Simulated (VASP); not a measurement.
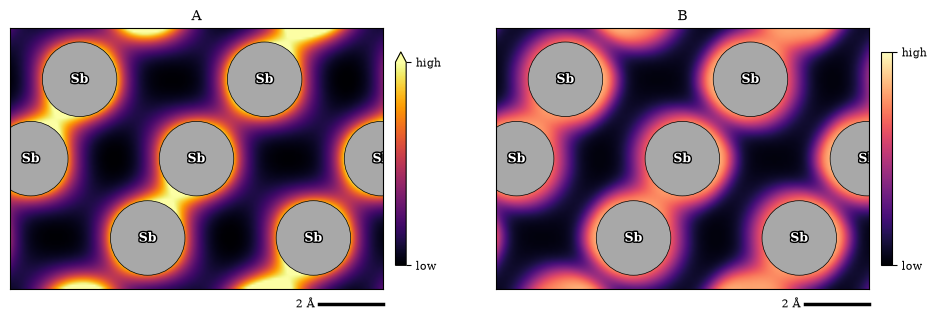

Sb: 2 fields on the (110) plane of the conventional cell, with unlabelled colour scales. Grey discs cover the atomic cores.

Space group R-3m.

Computed with Kohn-Sham DFT of a periodic cell, PBEsol, VASP PAW PBE potentials, recommended in VASP 6.6.1.

```xyz
6
Lattice="4.3259 0.0000 0.0000 -2.1630 3.7464 0.0000 0.0000 0.0000 11.0403" Properties=species:S:1:pos:R:3 pbc="T T T"
Sb    0.0000    0.0000    2.6082
Sb    2.1630    1.2488    6.2882
Sb    0.0000    2.4976    9.9684
Sb    2.1630    1.2488    1.0719
Sb    0.0000    2.4976    4.7521
Sb    0.0000    0.0000    8.4321
```

Which field does each panel show? The fields are: electron localisation function and valence pseudo-density.

Panel A: valence pseudo-density. Panel B: electron localisation function. From the grid: Sb–Sb (2.93 Å): the density is about 0.32 e/Å³ at the midpoint; the ELF peaks at about 0.80 between the atoms, as expected for a shared electron pair.
